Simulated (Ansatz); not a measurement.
# TaN: single-point calculation (part 1 of 2)

TaN (slab, 24 atoms in the cell), computed with DFT PBE+D3(BJ), scalar-relativistic, plane waves, PAW, no spin polarisation (Ansatz 0.2.0).

The structure derives from an entry of the Crystallography Open Database. It belongs to a series of runs on one base structure; here: the slab at its places in the relaxed adsorbed structure. Figures and captions count atoms from 1; the log counts them from 0 in places.

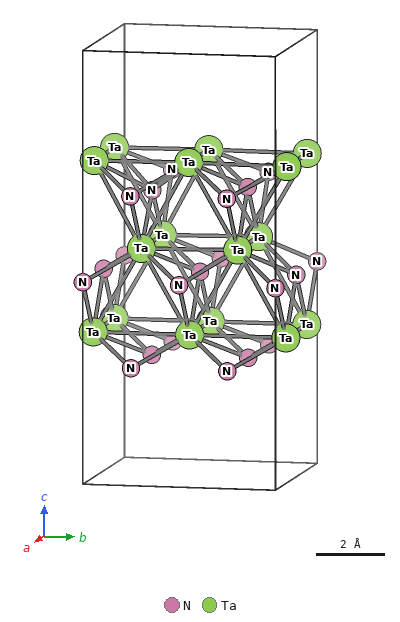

Fig. 1: The structure (ball-and-stick view of the cell of the calculation, with the vacuum cut short, seen slightly off an axis). Near neighbours in the crystal (not all of them lie inside the picture): N has 4 Ta at 2.22 Å; Ta has 6 N at 2.22 Å and 6 Ta at 2.88 to 2.98 Å; N has 6 Ta at 2.12 to 2.28 Å; Ta has 6 N at 2.12 to 2.27 Å and 8 Ta at 2.87 to 2.98 Å; Ta has 4 N at 2.21 to 2.28 Å and 6 Ta at 2.76 to 3.00 Å.

The input
```yaml
crystal:
  lattice:
    - [5.7615861975, 0.0, 0.0]
    - [0.0, 5.8570264691, 0.0]
    - [0.0, 0.0, 26.241222665]
  atoms:
    - { symbol: "N", position: [0.0, 0.75, 0.3048638435] }
    - { symbol: "N", position: [0.0, 0.25, 0.3048638435] }
    - { symbol: "N", position: [0.5, 0.75, 0.3048638435] }
    - { symbol: "N", position: [0.5, 0.25, 0.3048638435] }
    - { symbol: Ta, position: [0.25, 0.0, 0.3370799092] }
    - { symbol: Ta, position: [0.25, 0.5, 0.3370799092] }
    - { symbol: Ta, position: [0.75, 0.0, 0.3370799092] }
    - { symbol: Ta, position: [0.75, 0.5, 0.3370799092] }
    - { symbol: "N", position: [0.0, 0.5, 0.4015120405] }
    - { symbol: "N", position: [0.0, 0.0, 0.4015120405] }
    - { symbol: "N", position: [0.5, 0.5, 0.4015120405] }
    - { symbol: "N", position: [0.5, 0.0, 0.4015120405] }
    - { symbol: Ta, position: [0.2500716254, 0.7495690774, 0.435751796] }
    - { symbol: Ta, position: [0.2489350752, 0.2504521471, 0.4341816631] }
    - { symbol: Ta, position: [0.749928158, 0.7495686796, 0.4357512303] }
    - { symbol: Ta, position: [0.7510651095, 0.2504524181, 0.434181212] }
    - { symbol: "N", position: [-1.1238e-06, 0.2467005335, 0.5013710453] }
    - { symbol: "N", position: [-2.6008e-06, 0.7472334333, 0.5021482938] }
    - { symbol: "N", position: [0.5000012183, 0.2527548415, 0.4931109756] }
    - { symbol: "N", position: [0.500000604, 0.7475924511, 0.5000651047] }
    - { symbol: Ta, position: [0.2605876512, 0.4935350021, 0.5338131717] }
    - { symbol: Ta, position: [0.2561700374, 0.0038212508, 0.5327588504] }
    - { symbol: Ta, position: [0.739411075, 0.4935342397, 0.5338144907] }
    - { symbol: Ta, position: [0.7438297326, 0.0038216826, 0.5327599705] }
basis:
  ecutwfc: 420
kpoints:
  mp_grid: { grid: [3, 3, 1] }
hamiltonian:
  xc: pbe
  dispersion: d3bj
scf:
  occupations: { method: gaussian, width: 0.1 }
output:
  forces: true
  eigenvalues: true
  write_density: true
  volumetric_format: npy
efield:
  axis: 3
  dipole_correction: true
  ramp_width: 0.04
```

Run on 4 threads of Intel Xeon (Granite Rapids), 32 GiB of memory available, shared host.

Run as:
```bash
ansatz run input.yaml --threads 4 --pin off --max-ram 10240MiB --backend cpu --events-out ev --progress --plain --runs-dir out
```

Output
```
Warning: the atoms were moved onto the symmetric positions of the space group found under crystal.symmetry.tolerance 1.0e-5 (fractional; no operation is sought that the atoms, as they stand in a round, miss by more than twice it, and no atom is moved by as much as it), and the run uses the moved positions. Before a round's move an operation carried an atom to 3.54e-5 Å from where it should land, the largest such distance. Atom 20 (counting from 0) moved farthest, by 1.78e-5 Å; the longest move in fractions of the cell, of whichever atom, is 0.26 of the tolerance, in 1 round. To run the atoms as typed, lower crystal.symmetry.tolerance until the operations that they miss are no longer found, or set crystal.symmetry.detect: false (a key that needs symmetry detection or time reversal refuses this as the deck is read). The positions used, in the order of the run's atom list: position: [-2.370789632827623e-17, 0.75, 0.3048638435]; position: [-2.370789632827623e-17, 0.25, 0.3048638435]; position: [0.5, 0.75, 0.3048638435]; position: [0.5, 0.25, 0.3048638435]; position: [0.24999999999999997, 0.0, 0.3370799092]; position: [0.24999999999999997, 0.5, 0.3370799092]; position: [0.75, 0.0, 0.3370799092]; position: [0.75, 0.5, 0.3370799092]; position: [-2.370789632827623e-17, 0.5, 0.4015120405]; position: [-2.370789632827623e-17, 0.0, 0.4015120405]; position: [0.5, 0.5, 0.4015120405]; position: [0.5, 0.0, 0.4015120405]; position: [0.25007173369999997, 0.7495688785, 0.43575151315000005]; position: [0.24893498284999996, 0.2504522826, 0.43418143755]; position: [0.7499282663, 0.7495688785, 0.43575151315000005]; position: [0.75106501715, 0.2504522826, 0.43418143755]; position: [-7.676829007555175e-17, 0.2467005335, 0.5013710453]; position: [6.226539195266362e-18, 0.7472334333, 0.5021482938]; position: [0.5, 0.2527548415, 0.4931109756]; position: [0.5, 0.7475924511, 0.5000651047]; position: [0.26058828809999995, 0.4935346209, 0.5338138312]; position: [0.2561701524, 0.0038214666999999997, 0.53275941045]; position: [0.7394117119, 0.4935346209, 0.5338138312]; position: [0.7438298475999999, 0.0038214666999999997, 0.53275941045];
Engine: ansatz 0.2.0, x86_64-unknown-linux-gnu
Pseudopotentials: kind: paw
Pseudopotential: N, paw, valence charge 5, recommended cutoff 420 eV (normal), N.paw.azcp
Pseudopotential: Ta, paw, valence charge 13, recommended cutoff 420 eV (normal), Ta.paw.azcp
Functional definition: PBE
  parameter kappa = 0.804
  parameter beta = 0.06672455060314922
  exchange = pbe_x(kappa = kappa, mu = beta*pi^2/3)
  correlation = pbe_c(beta = beta)
Crystal: 24 atoms, lattice volume = 885.530 Å³
Basis set: ecut = 420 eV, 17299 PW (Γ), exchange–correlation on 80×80×360 points (8 copies of the dense FFT grid, shifted against one another)
Bands: 132, of which v1, the nominal top of the filled ones, is band 108 counted from 1 (107 counted from 0)
Symmetry: 2 space group operations
Space group: Pm (ITA 6), of the structure as read, at distance tolerance 9.6e-5 Å
k-points: 4 of 9 (time reversal used)
Non-local potential: N, projectors of the file, l = 0: 2, l = 1: 2, l = 2: 1
Non-local potential: Ta, projectors of the file, l = 0: 3, l = 1: 2, l = 2: 2, l = 3: 1
PAW form: soft (Blöchl's): semilocal exchange-correlation on the pseudo side does not see the compensation charge
PAW one-centre angular grid: N, 110 points (default); XC on 64 Gauss nodes
PAW one-centre angular grid: Ta, 590 points (default); XC on 64 Gauss nodes
Initial density: superposition of atomic densities (neutral atoms: chi_scale 0, normalization atom), corrected by the library's trained network
Initial wavefunctions: pseudopotential atomic-orbital guess
Functional: x = pbe(κ = 0.804, μ = 0.2195149727645171), c = pbe(β = 0.06672455060314922)
SCF iter   1: F=—  HF=-123818.866733 eV  |F-HF|=—  |Δ(HF+E_count)|=         —  Δρ=1.33e-2  dr2=3.94e1  ethr=1.77e-3  p=-0.126 e·Å  D=-2.57e-2 V/Å  ΔV_dip=0.67 eV  dr2_dipole=1.32e1  V_vac-E_F(+/−)=5.67/5.00 eV  ⟨swp⟩=9.0  Hψ=2588  notcnv=0  defer=1
efield: sawtooth ramp at fractional position 0.8993 (placed from the atoms, in the widest stretch of the axis that holds none; the zero of the levels goes with the place), width 0.0400; the density the first Hamiltonian is built on has a dipole p = -0.126 e·Å; the dipole correction subtracts the counter field D = -2.57e-2 V/Å, which shifts the + side's vacuum level by +0.67 eV against the − side's; the planar-averaged density in the ramp window peaks in size at 3.3e-6 e/Å³
preconditioner: auto → LDOS  [metal: Δε(μ)=0.012 eV  Ē_g=8.743 eV  σ=0.100 eV  W_gap=0.07  n_scr=132 (ndim 8)  ℏωp=13.7 eV  f_vac=0.631  D(μ)=9.89/eV (n_scr^D=38)  β→1.0]
SCF iter   2: F=—  HF=-123817.597906 eV  |F-HF|=—  |Δ(HF+E_count)|=    1.27e0  Δρ=1.07e-2  dr2=5.48e0  ethr=1.77e-3  p=0.064 e·Å  D=1.32e-2 V/Å  ΔV_dip=-0.35 eV  dr2_dipole=1.28e0  V_vac-E_F(+/−)=5.27/5.61 eV  ⟨swp⟩=3.5  Hψ=808  notcnv=0  defer=68
SCF iter   3: F=—  HF=-123817.356327 eV  |F-HF|=—  |Δ(HF+E_count)|=   2.42e-1  Δρ=6.89e-3  dr2=1.72e0  ethr=1.77e-3  p=0.167 e·Å  D=3.42e-2 V/Å  ΔV_dip=-0.90 eV  dr2_dipole=2.04e-1  V_vac-E_F(+/−)=5.37/6.27 eV  ⟨swp⟩=3.2  Hψ=793  notcnv=0  defer=66
SCF iter   4: F=—  HF=-123817.205125 eV  |F-HF|=—  |Δ(HF+E_count)|=   1.51e-1  Δρ=2.33e-3  dr2=2.29e-1  ethr=7.97e-4  p=0.203 e·Å  D=4.14e-2 V/Å  ΔV_dip=-1.09 eV  dr2_dipole=5.99e-2  V_vac-E_F(+/−)=5.27/6.36 eV  ⟨swp⟩=2.8  Hψ=728  notcnv=0  defer=66
SCF iter   5: F=—  HF=-123817.194549 eV  |F-HF|=—  |Δ(HF+E_count)|=   1.06e-2  Δρ=8.59e-4  dr2=1.04e-2  ethr=1.06e-4  p=0.183 e·Å  D=3.74e-2 V/Å  ΔV_dip=-0.98 eV  dr2_dipole=6.09e-4  V_vac-E_F(+/−)=5.32/6.30 eV  ⟨swp⟩=2.0  Hψ=713  notcnv=0  defer=66
SCF iter   6: F=—  HF=-123817.194560 eV  |F-HF|=—  |Δ(HF+E_count)|=   1.18e-5  Δρ=3.83e-4  dr2=7.53e-3  ethr=4.81e-6  p=0.181 e·Å  D=3.70e-2 V/Å  ΔV_dip=-0.97 eV  dr2_dipole=1.86e-3  V_vac-E_F(+/−)=5.33/6.30 eV  ⟨swp⟩=2.5  Hψ=795  notcnv=0  defer=66
SCF iter   7: F=—  HF=-123817.194484 eV  |F-HF|=—  |Δ(HF+E_count)|=   7.62e-5  Δρ=1.31e-4  dr2=1.65e-4  ethr=3.49e-6  p=0.182 e·Å  D=3.73e-2 V/Å  ΔV_dip=-0.98 eV  dr2_dipole=3.78e-7  V_vac-E_F(+/−)=5.33/6.31 eV  ⟨swp⟩=2.0  Hψ=553  notcnv=0  defer=66
SCF iter   8: F=—  HF=-123817.194628 eV  |F-HF|=—  |Δ(HF+E_count)|=   1.44e-4  Δρ=6.34e-5  dr2=3.46e-5  ethr=7.64e-8  p=0.182 e·Å  D=3.71e-2 V/Å  ΔV_dip=-0.97 eV  dr2_dipole=1.35e-6  V_vac-E_F(+/−)=5.34/6.31 eV  ⟨swp⟩=3.0  Hψ=907  notcnv=0  defer=66
SCF iter   9: F=—  HF=-123817.194312 eV  |F-HF|=—  |Δ(HF+E_count)|=   3.15e-4  Δρ=3.09e-5  dr2=1.69e-5  ethr=1.60e-8  p=0.181 e·Å  D=3.70e-2 V/Å  ΔV_dip=-0.97 eV  dr2_dipole=3.74e-6  V_vac-E_F(+/−)=5.34/6.31 eV  ⟨swp⟩=2.5  Hψ=832  notcnv=0  defer=66
SCF iter  10: F=—  HF=-123817.194324 eV  |F-HF|=—  |Δ(HF+E_count)|=   1.16e-5  Δρ=2.43e-5  dr2=9.60e-6  ethr=7.82e-9  p=0.181 e·Å  D=3.69e-2 V/Å  ΔV_dip=-0.97 eV  dr2_dipole=6.94e-7  V_vac-E_F(+/−)=5.34/6.31 eV  ⟨swp⟩=2.5  Hψ=768  notcnv=0  defer=66
SCF iter  11: F=—  HF=-123817.194324 eV  |F-HF|=—  |Δ(HF+E_count)|=   4.06e-7  Δρ=7.78e-6  dr2=1.08e-6  ethr=4.44e-9  p=0.181 e·Å  D=3.69e-2 V/Å  ΔV_dip=-0.97 eV  dr2_dipole=1.48e-7  V_vac-E_F(+/−)=5.34/6.31 eV  ⟨swp⟩=2.2  Hψ=705  notcnv=0  defer=66
SCF iter  12: F=—  HF=-123817.194326 eV  |F-HF|=—  |Δ(HF+E_count)|=   1.14e-6  Δρ=4.06e-6  dr2=2.48e-7  ethr=4.99e-10  p=0.181 e·Å  D=3.69e-2 V/Å  ΔV_dip=-0.97 eV  dr2_dipole=6.46e-9  V_vac-E_F(+/−)=5.34/6.31 eV  ⟨swp⟩=2.2  Hψ=792  notcnv=0  defer=66
SCF iter  13: F=-123817.194326 eV  HF=-123817.194326 eV  |F-HF|=1.36e-7  |Δ(HF+E_count)|=   1.54e-7  Δρ=2.06e-6  dr2=5.21e-8  ethr=4.63e-11  p=0.181 e·Å  D=3.69e-2 V/Å  ΔV_dip=-0.97 eV  dr2_dipole=2.88e-9  V_vac-E_F(+/−)=5.34/6.31 eV  ⟨swp⟩=23.0  Hψ=3323  notcnv=0
SCF 1 converged in 13 iterations: F = -123817.194326 eV  dr2 = 5.21e-8
  greatest PAW one-centre occupation: 0.999 electrons in one spin orbital (limit 2), on the Ta atom at site 15 (counted from 0), in its partial waves of l = 0
```

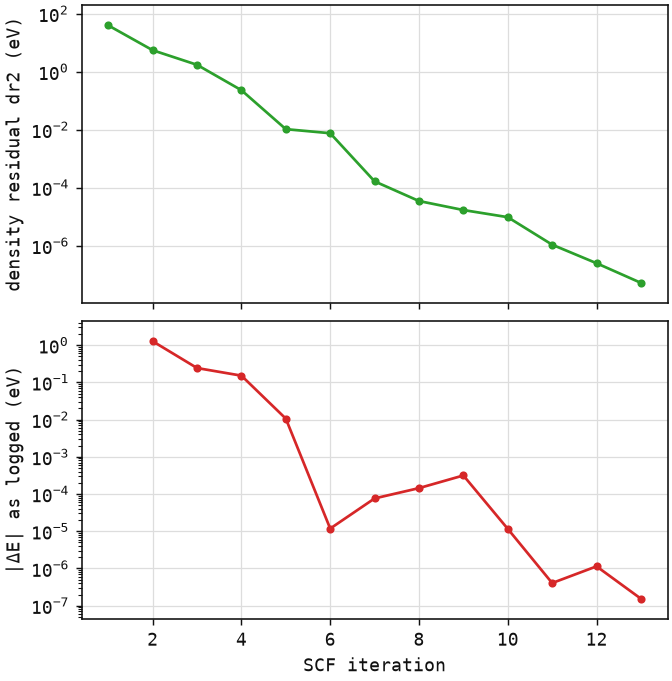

Fig. 2: Convergence of the self-consistent field: density residual dr2 and size of the energy change against the SCF iteration. The residual falls at every step.

```
SCF converged after 13 iterations
Free energy (F): -123817.194326 eV
Harris-Foulkes:  -123817.194326 eV  (|F-HF|=1.36e-7)
Internal energy: -123817.136768 eV  (E = F + TS)
E sigma→0 (E₀):  -123817.165547 eV
Entropy (-TS):   -0.057558 eV (-2.398 meV/atom)
Fermi energy:    1.740582 eV
Dipole field:    D = 0.036884 V/Å  (p = 0.180500 e·Å, saw-weighted, corrected)
Work function:   Φ+ = 5.3442 eV   Φ− = 6.3121 eV
Levels:          The Fermi level and band energies are counted from a zero that moves with the ramp; work functions are not
--- Per-component energies (eV) ---
  E_band       = -4484.482529
  E_kinetic    = 5940.971874
  E_local      = -285570.962497  (includes V_loc(G=0)·N_el)
  E_nonlocal   = 715.023152
  E_hartree    = 139687.191959
  E_xc         = -3338.445941
  E_vxc        = -3359.992685  (∫ρ·V_xc dr)
  E_paw        = -102283.470551  (= ΣΔE_a)
  E_vpaw       = -1582.535661  (= ΣTr[D̂ρ^β])
  E_aug_tail   = 0.002517  (compensation charges beyond the density's cutoff)
  E_efield     = 0.003329  (sawtooth field / dipole correction)
  E_vefield    = -1.359137  (∫n·V_field dr)
  E_ewald      = 121040.209528
  E_disp       = -7.660137  (pairwise vdW)
  E_smearing   = -0.057558  (= −TS)
  E_closure    = -0.000000  (closes the sum)
  Σ components = -123817.194326   (vs F -123817.194326, Δ=0.00e0)
--- Forces (eV/Å), atoms counted from 1 ---
  atom   1  N      0.00000000     0.00454401     2.98257798
  atom   2  N      0.00000000    -0.00087389     2.93102921
  atom   3  N      0.00000000    -0.00136958     2.97975993
  atom   4  N      0.00000000     0.00532130     2.94560659
  atom   5  Ta     0.02213971    -0.03974588    -3.28664512
  atom   6  Ta     0.03151877     0.03654724    -3.31703677
  atom   7  Ta    -0.02213971    -0.03974588    -3.28664512
  atom   8  Ta    -0.03151877     0.03654724    -3.31703677
  atom   9  N      0.00000000     0.07916650     0.48008893
  atom  10  N      0.00000000    -0.09544671     0.45877348
  atom  11  N      0.00000000     0.11303419     0.20605866
  atom  12  N      0.00000000    -0.10028249     0.23597694
  atom  13  Ta     0.01076858     0.00586958     0.03109987
  atom  14  Ta    -0.17281998    -0.08394373     0.12129466
  atom  15  Ta    -0.01076858     0.00586958     0.03109987
  atom  16  Ta     0.17281998    -0.08394373     0.12129466
  atom  17  N      0.00000000     0.16666724    -0.37390430
  atom  18  N      0.00000000     0.09643276     0.07828199
  atom  19  N      0.00000000    -0.18400311     2.23506741
  atom  20  N      0.00000000     0.10441158    -0.31938873
  atom  21  Ta    -0.86268706     0.17642922    -0.58000913
  atom  22  Ta    -0.49274810    -0.18896458    -0.38859593
  atom  23  Ta     0.86268706     0.17642922    -0.58000913
  atom  24  Ta     0.49274810    -0.18896458    -0.38859593
  max |Σ_I F_I| component: 1.43e-4 eV/Å
--- Band table (eV) ---
```
